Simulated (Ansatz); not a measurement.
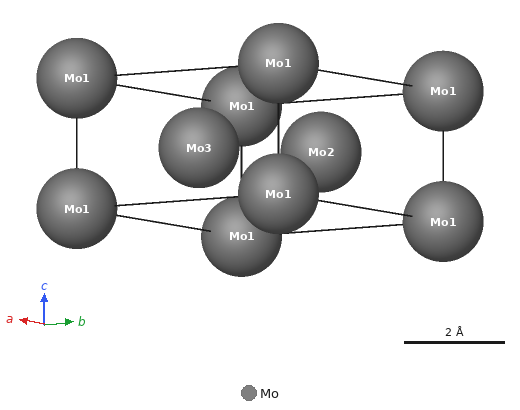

Fig. 1: The starting structure (spheres-only view of the cell of the calculation, seen at an oblique angle; atoms are numbered from 1 in the order of the input).

**Geometry relaxation, with input and output: Mo (part 1 of 2)**

System: Mo (P6/mmm, 3 atoms in the cell).
Method: DFT, PBE, PAW with Ansatz's default frozen-core files, scalar-relativistic, no spin polarisation (Ansatz 0.2.0).

The structure was built on a prototype by a generator; it need not be a known phase. Its volume is 0.91 times that of the source entry. It belongs to a series of runs on one base structure; here: omega relaxed under pressure, PAW files. Figures and captions count atoms from 1; the log counts them from 0 in places.

Input
```yaml
crystal:
  lattice:
    - [4.310375303, 0.0, 0.0]
    - [-2.1551876515, 3.7328945123, 0.0]
    - [0.0, 0.0, 2.6724326879]
  atoms:
    - { symbol: Mo, position: [0.0, 0.0, 0.0] }
    - { symbol: Mo, position: [0.3333333333, 0.6666666667, 0.5] }
    - { symbol: Mo, position: [0.6666666667, 0.3333333333, 0.5] }
kpoints:
  mp_grid: { grid: [9, 9, 12] }
scf:
  occupations: { method: fermi_dirac, width: 0.05 }
hamiltonian:
  xc: pbe
  pseudopotentials: { kind: paw }
output:
  forces: true
  stress: true
  eigenvalues: true
relax:
  f_tol: 0.005
  max_steps: 40
  cell: { p_target: 31.0, stress_tol: 0.03 }
```

Launch command:
```bash
ansatz run input.yaml --threads 1 --pin off --max-ram 3584MiB --backend cpu --events-out ev --progress --plain --runs-dir out
```

What the program printed
```
Engine: ansatz 0.2.0, aarch64-unknown-linux-gnu
Pseudopotentials: kind: paw
Pseudopotential: Mo, paw, valence charge 14, recommended cutoff 420 eV (normal), Mo.paw.azcp
Functional definition: PBE
  parameter kappa = 0.804
  parameter beta = 0.06672455060314922
  exchange = pbe_x(kappa = kappa, mu = beta*pi^2/3)
  correlation = pbe_c(beta = beta)
Crystal: 3 atoms, lattice volume = 43.000 Å³
Basis set: ecut = 420 eV, 867 PW (Γ), exchange–correlation on 60×60×36 points (8 copies of the dense FFT grid, shifted against one another)
Bands: 26, of which v1, the nominal top of the filled ones, is band 21 counted from 1 (20 counted from 0)
Symmetry: 24 space group operations
Space group: P6/mmm (ITA 191), of the structure as read, at distance tolerance 3.5e-5 Å
k-points: 84 of 972
Non-local potential: Mo, projectors of the file, l = 0: 3, l = 1: 2, l = 2: 2, l = 3: 1
PAW form: soft (Blöchl's): semilocal exchange-correlation on the pseudo side does not see the compensation charge
PAW one-centre angular grid: Mo, 590 points (default); XC on 64 Gauss nodes
Initial density: superposition of atomic densities (neutral atoms: chi_scale 0, normalization atom), corrected by the library's trained network
Initial wavefunctions: pseudopotential atomic-orbital guess
Functional: x = pbe(κ = 0.804, μ = 0.2195149727645171), c = pbe(β = 0.06672455060314922)
SCF iter   1: F=—  HF=-14865.974295 eV  |F-HF|=—  |Δ(HF+E_count)|=         —  Δρ=1.19e-2  dr2=5.06e-2  ethr=1.77e-3  ⟨swp⟩=5.5  Hψ=9224  notcnv=0
preconditioner: auto → none  [metal: Δε(μ)=0.006 eV  Ē_g=4.610 eV  σ=0.050 eV  W_gap=0.03  n_scr=8 (ndim 8)  ℏωp=24.0 eV  f_vac=0.000  D(μ)=5.09/eV (n_scr^D=68)  sad-step TF]
SCF iter   2: F=—  HF=-14865.968216 eV  |F-HF|=—  |Δ(HF+E_count)|=   6.08e-3  Δρ=7.40e-3  dr2=2.49e-2  ethr=1.20e-4  ⟨swp⟩=1.4  Hψ=2896  notcnv=0
SCF iter   3: F=—  HF=-14865.964503 eV  |F-HF|=—  |Δ(HF+E_count)|=   3.71e-3  Δρ=7.92e-4  dr2=2.11e-4  ethr=5.94e-5  ⟨swp⟩=2.2  Hψ=3129  notcnv=0
SCF iter   4: F=—  HF=-14865.964458 eV  |F-HF|=—  |Δ(HF+E_count)|=   4.45e-5  Δρ=3.05e-4  dr2=4.20e-5  ethr=5.03e-7  ⟨swp⟩=2.0  Hψ=3497  notcnv=0
SCF iter   5: F=—  HF=-14865.964494 eV  |F-HF|=—  |Δ(HF+E_count)|=   3.61e-5  Δρ=6.44e-5  dr2=1.84e-6  ethr=1.00e-7  ⟨swp⟩=2.2  Hψ=3162  notcnv=0
SCF iter   6: F=-14865.964495 eV  HF=-14865.964495 eV  |F-HF|=1.66e-8  |Δ(HF+E_count)|=   5.00e-7  Δρ=1.17e-5  dr2=1.95e-8  ethr=2.38e-10  ⟨swp⟩=3.1  Hψ=8153  notcnv=0
SCF 1 converged in 6 iterations: F = -14865.964495 eV  dr2 = 1.95e-8
  greatest PAW one-centre occupation: 0.999 electrons in one spin orbital (limit 2), on the Mo atom at site 2 (counted from 0), in its partial waves of l = 0
relax step   1: F+E_penalty+E_count = -14865.96449483 eV  Δ(F+E_penalty+E_count) = +0.000e0 eV  max|allowed force component| = 7.401e-17 eV/Å  Δτ_max = 0.0000 Å  P = +34.026 GPa  Ω = 43.000 Å³  (6 SCF iters, dr2 threshold 1.00e-7 eV, accepted)
Crystal: 3 atoms, lattice volume = 43.434 Å³
Basis set: ecut = 420 eV, 879 PW (Γ), exchange–correlation on 60×60×36 points (8 copies of the dense FFT grid, shifted against one another)
Initial density: handed on by an earlier stage of this run
Initial wavefunctions: those handed on with the density
iter 1 solved again at ethr=5.07e-5 eV; its pass at ethr=3.10e-3 eV (dr2=2.13e-2 eV) is discarded
SCF iter   1: F=—  HF=-14866.380167 eV  |F-HF|=—  |Δ(HF+E_count)|=         —  Δρ=1.03e-2  dr2=2.16e-2  ethr=5.07e-5  ⟨swp⟩=1.3  Hψ=13544  notcnv=0
preconditioner: auto → none  [metal: Δε(μ)=0.019 eV  Ē_g=4.642 eV  σ=0.050 eV  W_gap=0.10  n_scr=8 (ndim 8)  ℏωp=23.9 eV  f_vac=0.000  D(μ)=3.81/eV (n_scr^D=44)]
SCF iter   2: F=—  HF=-14866.375923 eV  |F-HF|=—  |Δ(HF+E_count)|=   4.24e-3  Δρ=4.57e-3  dr2=2.94e-3  ethr=5.07e-5  ⟨swp⟩=2.2  Hψ=3383  notcnv=0
SCF iter   3: F=—  HF=-14866.375761 eV  |F-HF|=—  |Δ(HF+E_count)|=   1.62e-4  Δρ=8.02e-4  dr2=9.36e-5  ethr=6.99e-6  ⟨swp⟩=1.0  Hψ=2186  notcnv=0
SCF iter   4: F=—  HF=-14866.375786 eV  |F-HF|=—  |Δ(HF+E_count)|=   2.57e-5  Δρ=7.19e-5  dr2=6.62e-7  ethr=2.23e-7  ⟨swp⟩=2.2  Hψ=3670  notcnv=0
iter 5 did not close the SCF: its close was put off for the readings that it lacked (scf_convergence_deferred on its scf_iter line)
SCF iter   5: F=-14866.375787 eV  HF=-14866.375787 eV  |F-HF|=1.22e-8  |Δ(HF+E_count)|=   1.77e-7  Δρ=1.43e-5  dr2=4.23e-8  ethr=1.58e-9  ⟨swp⟩=2.2  Hψ=3941  notcnv=0
SCF iter   6: F=-14866.375787 eV  HF=-14866.375787 eV  |F-HF|=9.46e-11  |Δ(HF+E_count)|=   1.63e-9  Δρ=2.67e-6  dr2=9.90e-10  ethr=1.01e-10  ⟨swp⟩=1.7  Hψ=6876  notcnv=0
SCF 2 converged in 6 iterations: F = -14866.375787 eV  dr2 = 9.90e-10
relax step   2: F+E_penalty+E_count = -14866.37578663 eV  Δ(F+E_penalty+E_count) = -4.113e-1 eV  max|allowed force component| = 2.961e-16 eV/Å  Δτ_max = 0.0000 Å  P = +31.333 GPa  Ω = 43.434 Å³  energy of the carried Pulay correction = -1.508e-4 eV  (6 SCF iters, dr2 threshold 3.00e-7 eV, accepted)
Crystal: 3 atoms, lattice volume = 42.605 Å³
Basis set: ecut = 420 eV, 843 PW (Γ), exchange–correlation on 60×60×36 points (8 copies of the dense FFT grid, shifted against one another)
iter 1 solved again at ethr=2.72e-5 eV; its pass at ethr=3.10e-3 eV (dr2=1.14e-2 eV) is discarded
SCF iter   1: F=—  HF=-14866.162620 eV  |F-HF|=—  |Δ(HF+E_count)|=         —  Δρ=5.47e-3  dr2=1.18e-2  ethr=2.72e-5  ⟨swp⟩=1.2  Hψ=13353  notcnv=0
preconditioner: auto → none  [metal: Δε(μ)=0.002 eV  Ē_g=4.844 eV  σ=0.050 eV  W_gap=0.01  n_scr=8 (ndim 8)  ℏωp=24.1 eV  f_vac=0.000  D(μ)=4.27/eV (n_scr^D=68)]
SCF iter   2: F=—  HF=-14866.160616 eV  |F-HF|=—  |Δ(HF+E_count)|=   2.00e-3  Δρ=2.07e-3  dr2=1.27e-3  ethr=2.72e-5  ⟨swp⟩=2.3  Hψ=3059  notcnv=0
SCF iter   3: F=—  HF=-14866.160736 eV  |F-HF|=—  |Δ(HF+E_count)|=   1.20e-4  Δρ=5.14e-4  dr2=3.25e-5  ethr=3.02e-6  ⟨swp⟩=1.4  Hψ=2307  notcnv=0
SCF iter   4: F=—  HF=-14866.160766 eV  |F-HF|=—  |Δ(HF+E_count)|=   2.97e-5  Δρ=1.07e-4  dr2=1.10e-6  ethr=7.73e-8  ⟨swp⟩=2.6  Hψ=3762  notcnv=0
iter 5 did not close the SCF: its close was put off for the readings that it lacked (scf_convergence_deferred on its scf_iter line)
SCF iter   5: F=-14866.160768 eV  HF=-14866.160768 eV  |F-HF|=2.03e-8  |Δ(HF+E_count)|=   1.59e-6  Δρ=1.60e-5  dr2=5.92e-8  ethr=2.61e-9  ⟨swp⟩=2.9  Hψ=4133  notcnv=0
SCF iter   6: F=-14866.160768 eV  HF=-14866.160768 eV  |F-HF|=2.16e-9  |Δ(HF+E_count)|=   2.97e-9  Δρ=3.99e-6  dr2=3.74e-9  ethr=1.41e-10  ⟨swp⟩=2.2  Hψ=7120  notcnv=0
SCF 3 converged in 6 iterations: F = -14866.160768 eV  dr2 = 3.74e-9
relax step   3: F+E_penalty+E_count = -14866.16076766 eV  Δ(F+E_penalty+E_count) = +2.150e-1 eV  max|allowed force component| = 1.419e-16 eV/Å  Δτ_max = 0.0000 Å  P = +40.290 GPa  Ω = 42.605 Å³  energy of the carried Pulay correction = +1.212e-4 eV  (6 SCF iters, dr2 threshold 3.00e-7 eV, rejected (line search))
Crystal: 3 atoms, lattice volume = 44.207 Å³
iter 1 solved again at ethr=2.14e-5 eV; its pass at ethr=3.10e-3 eV (dr2=9.01e-3 eV) is discarded
SCF iter   1: F=—  HF=-14866.552061 eV  |F-HF|=—  |Δ(HF+E_count)|=         —  Δρ=3.90e-3  dr2=9.02e-3  ethr=2.14e-5  ⟨swp⟩=2.4  Hψ=12863  notcnv=0
preconditioner: auto → none  [metal: Δε(μ)=0.023 eV  Ē_g=4.597 eV  σ=0.050 eV  W_gap=0.11  n_scr=8 (ndim 8)  ℏωp=23.7 eV  f_vac=0.000  D(μ)=4.11/eV (n_scr^D=56)]
SCF iter   2: F=—  HF=-14866.551383 eV  |F-HF|=—  |Δ(HF+E_count)|=   6.78e-4  Δρ=1.49e-3  dr2=9.17e-4  ethr=2.14e-5  ⟨swp⟩=1.8  Hψ=2516  notcnv=0
SCF iter   3: F=—  HF=-14866.551499 eV  |F-HF|=—  |Δ(HF+E_count)|=   1.15e-4  Δρ=3.32e-4  dr2=1.63e-5  ethr=2.18e-6  ⟨swp⟩=1.5  Hψ=2335  notcnv=0
SCF iter   4: F=—  HF=-14866.551524 eV  |F-HF|=—  |Δ(HF+E_count)|=   2.49e-5  Δρ=6.97e-5  dr2=8.13e-7  ethr=3.88e-8  ⟨swp⟩=2.1  Hψ=3696  notcnv=0
SCF iter   5: F=—  HF=-14866.551523 eV  |F-HF|=—  |Δ(HF+E_count)|=   5.14e-7  Δρ=9.79e-6  dr2=1.25e-8  ethr=1.94e-9  ⟨swp⟩=2.2  Hψ=3908  notcnv=0
SCF iter   6: F=—  HF=-14866.551523 eV  |F-HF|=—  |Δ(HF+E_count)|=   4.41e-9  Δρ=1.09e-6  dr2=3.60e-10  ethr=2.98e-11  ⟨swp⟩=2.5  Hψ=3352  notcnv=0
SCF iter   7: F=—  HF=-14866.551523 eV  |F-HF|=—  |Δ(HF+E_count)|=  5.82e-11  Δρ=2.67e-7  dr2=2.14e-11  ethr=1.00e-12  ⟨swp⟩=2.3  Hψ=3536  notcnv=0
SCF iter   8: F=-14866.551523 eV  HF=-14866.551523 eV  |F-HF|=1.82e-12  |Δ(HF+E_count)|=  3.64e-12  Δρ=4.42e-8  dr2=4.81e-13  ethr=1.00e-12  ⟨swp⟩=5.2  Hψ=8822  notcnv=0
SCF 4 converged in 8 iterations: F = -14866.551523 eV  dr2 = 4.81e-13
  greatest PAW one-centre occupation: 0.998 electrons in one spin orbital (limit 2), on the Mo atom at site 2 (counted from 0), in its partial waves of l = 0
relax step   4: F+E_penalty+E_count = -14866.55152310 eV  Δ(F+E_penalty+E_count) = -1.757e-1 eV  max|allowed force component| = 1.234e-16 eV/Å  Δτ_max = 0.0000 Å  P = +25.692 GPa  Ω = 44.207 Å³  energy of the carried Pulay correction = -4.072e-4 eV  (8 SCF iters, accepted)
Crystal: 3 atoms, lattice volume = 43.359 Å³
iter 1 solved again at ethr=1.23e-6 eV; its pass at ethr=3.10e-3 eV (dr2=5.15e-4 eV) is discarded
SCF iter   1: F=—  HF=-14866.397715 eV  |F-HF|=—  |Δ(HF+E_count)|=         —  Δρ=1.14e-3  dr2=5.26e-4  ethr=1.23e-6  ⟨swp⟩=2.1  Hψ=12702  notcnv=0
preconditioner: auto → none  [metal: Δε(μ)=0.033 eV  Ē_g=4.692 eV  σ=0.050 eV  W_gap=0.16  n_scr=8 (ndim 8)  ℏωp=23.9 eV  f_vac=0.000  D(μ)=4.12/eV (n_scr^D=56)]
SCF iter   2: F=—  HF=-14866.397761 eV  |F-HF|=—  |Δ(HF+E_count)|=   4.55e-5  Δρ=4.85e-4  dr2=5.39e-5  ethr=1.23e-6  ⟨swp⟩=1.1  Hψ=2199  notcnv=0
SCF iter   3: F=—  HF=-14866.397799 eV  |F-HF|=—  |Δ(HF+E_count)|=   3.78e-5  Δρ=1.12e-4  dr2=2.90e-6  ethr=1.28e-7  ⟨swp⟩=1.2  Hψ=2243  notcnv=0
iter 4 did not close the SCF: its close was put off for the readings that it lacked (scf_convergence_deferred on its scf_iter line)
SCF iter   4: F=-14866.397800 eV  HF=-14866.397800 eV  |F-HF|=3.80e-8  |Δ(HF+E_count)|=   1.05e-6  Δρ=1.50e-5  dr2=6.52e-8  ethr=6.90e-9  ⟨swp⟩=2.2  Hψ=3694  notcnv=0
iter 5 did not close the SCF: its close was put off for the readings that it lacked (scf_convergence_deferred on its scf_iter line)
SCF iter   5: F=-14866.397800 eV  HF=-14866.397800 eV  |F-HF|=3.00e-10  |Δ(HF+E_count)|=   7.51e-9  Δρ=4.37e-6  dr2=2.04e-9  ethr=1.55e-10  ⟨swp⟩=2.0  Hψ=3887  notcnv=0
SCF iter   6: F=-14866.397800 eV  HF=-14866.397800 eV  |F-HF|=6.55e-11  |Δ(HF+E_count)|=  5.38e-10  Δρ=5.94e-7  dr2=1.09e-10  ethr=4.86e-12  ⟨swp⟩=1.1  Hψ=6445  notcnv=0
SCF 5 converged in 6 iterations: F = -14866.397800 eV  dr2 = 1.09e-10
relax step   5: F+E_penalty+E_count = -14866.39779985 eV  Δ(F+E_penalty+E_count) = +1.537e-1 eV  max|allowed force component| = 2.961e-16 eV/Å  Δτ_max = 0.0000 Å  P = +32.528 GPa  Ω = 43.359 Å³  energy of the carried Pulay correction = -1.285e-4 eV  (6 SCF iters, dr2 threshold 3.00e-7 eV, accepted)
Crystal: 3 atoms, lattice volume = 43.538 Å³
iter 1 solved again at ethr=1.29e-7 eV; its pass at ethr=3.10e-3 eV (dr2=5.40e-5 eV) is discarded
SCF iter   1: F=—  HF=-14866.433630 eV  |F-HF|=—  |Δ(HF+E_count)|=         —  Δρ=3.38e-4  dr2=4.77e-5  ethr=1.29e-7  ⟨swp⟩=3.1  Hψ=12149  notcnv=0
preconditioner: auto → none  [metal: Δε(μ)=0.021 eV  Ē_g=4.667 eV  σ=0.050 eV  W_gap=0.10  n_scr=8 (ndim 8)  ℏωp=23.9 eV  f_vac=0.000  D(μ)=4.10/eV (n_scr^D=56)]
SCF iter   2: F=—  HF=-14866.433638 eV  |F-HF|=—  |Δ(HF+E_count)|=   7.80e-6  Δρ=1.38e-4  dr2=5.52e-6  ethr=1.14e-7  ⟨swp⟩=2.1  Hψ=2886  notcnv=0
iter 3 did not close the SCF: its close was put off for the readings that it lacked (scf_convergence_deferred on its scf_iter line)
SCF iter   3: F=-14866.433640 eV  HF=-14866.433640 eV  |F-HF|=1.14e-7  |Δ(HF+E_count)|=   1.70e-6  Δρ=2.98e-5  dr2=1.18e-7  ethr=1.31e-8  ⟨swp⟩=1.5  Hψ=2367  notcnv=0
iter 4 did not close the SCF: its close was put off for the readings that it lacked (scf_convergence_deferred on its scf_iter line)
SCF iter   4: F=-14866.433640 eV  HF=-14866.433640 eV  |F-HF|=2.18e-9  |Δ(HF+E_count)|=   1.25e-7  Δρ=5.23e-6  dr2=4.33e-9  ethr=2.81e-10  ⟨swp⟩=2.5  Hψ=3755  notcnv=0
iter 5 did not close the SCF: its close was put off for the readings that it lacked (scf_convergence_deferred on its scf_iter line)
SCF iter   5: F=-14866.433640 eV  HF=-14866.433640 eV  |F-HF|=2.00e-11  |Δ(HF+E_count)|=   3.78e-9  Δρ=7.77e-7  dr2=6.72e-11  ethr=1.03e-11  ⟨swp⟩=2.4  Hψ=3962  notcnv=0
SCF iter   6: F=-14866.433640 eV  HF=-14866.433640 eV  |F-HF|=1.82e-12  |Δ(HF+E_count)|=  3.09e-11  Δρ=1.05e-7  dr2=3.94e-12  ethr=1.00e-12  ⟨swp⟩=1.0  Hψ=4716  notcnv=0
SCF 6 converged in 6 iterations: F = -14866.433640 eV  dr2 = 3.94e-12
relax step   6: F+E_penalty+E_count = -14866.43363981 eV  Δ(F+E_penalty+E_count) = -3.584e-2 eV  max|allowed force component| = 1.480e-16 eV/Å  Δτ_max = 0.0000 Å  P = +30.970 GPa  Ω = 43.538 Å³  energy of the carried Pulay correction = -1.875e-4 eV  (6 SCF iters, dr2 threshold 3.00e-7 eV, accepted)
Crystal: 3 atoms, lattice volume = 43.534 Å³
iter 1 solved again at ethr=8.70e-11 eV; its pass at ethr=3.10e-3 eV (dr2=3.65e-8 eV) is discarded
```
